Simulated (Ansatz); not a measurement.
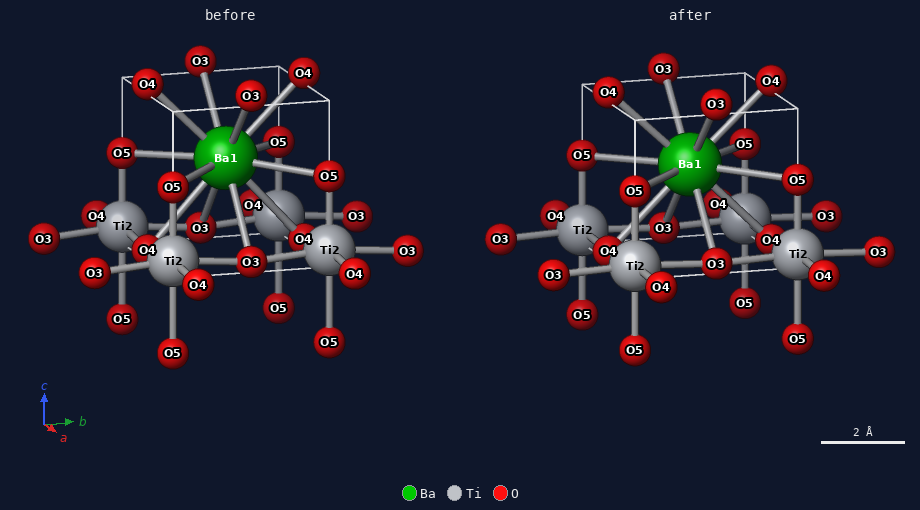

Left: crystalline BaTiO₃ (built on the database structure type) at its r2SCAN-relaxed geometry. Right: the same structure after one change, at the same scale. Style: ball-and-stick. Shown: the cell of the calculation, slightly off an axis.

These are results of DFT, PBE, plane waves, PAW (Ansatz), not measurements. (plane-wave cutoff 420 eV; k-point mesh 6 × 6 × 6; occupations fermi dirac; smearing width 0.02 eV; no spin polarisation)

> What distinguishes the right structure from the left one?

The cell is strained by −4.3 % along c and +4.0 % across it (volume +3.5 %). The atoms and the free axis were relaxed with r2SCAN under that strain, and this is a single point on that geometry.

> And its effect?

Some distances before and after: O–Ti 2.292 → 2.094 Å, Ba–O 2.813 → 2.922 Å, O–Ti 1.993 → 2.067 Å, Ba–O 2.925 → 2.883 Å. The space group stays P4mm (No. 99). The energy rises by 23.8 meV per atom. The pressure goes from 3.2 to −3.6 GPa. The principal stresses (compression positive) are 3.2 GPa along c and −6.9 GPa across it. The largest force is 0.087 eV/Å, on O5, along +c. The forces point along the displacements, not back (a soft direction, or forces left over where the reference was relaxed at another level) (cosine 0.60).
